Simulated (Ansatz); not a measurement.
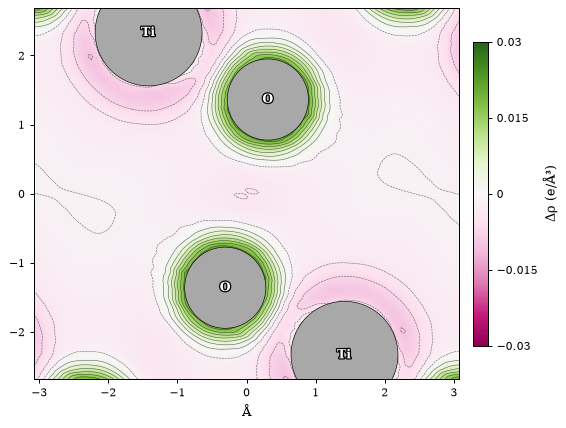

TiO2. Difference of the valence pseudo-densities of two functionals at the same geometry, on the (11̄0) plane of the calculation cell: PBE less LDA.

Both computed with Ansatz (plane waves, PAW), on the same k-point mesh. Grey discs cover the atomic cores.

> Where does the change of functional move the electrons?

Against LDA, PBE gives less density around Ti (−0.006 e/Å³ on average at 1.1 Å from the nucleus), more density around O (+0.009 e/Å³ on average at 0.7 Å from the nucleus) and a change of −0.006 e/Å³ at the midpoint of Ti–O.
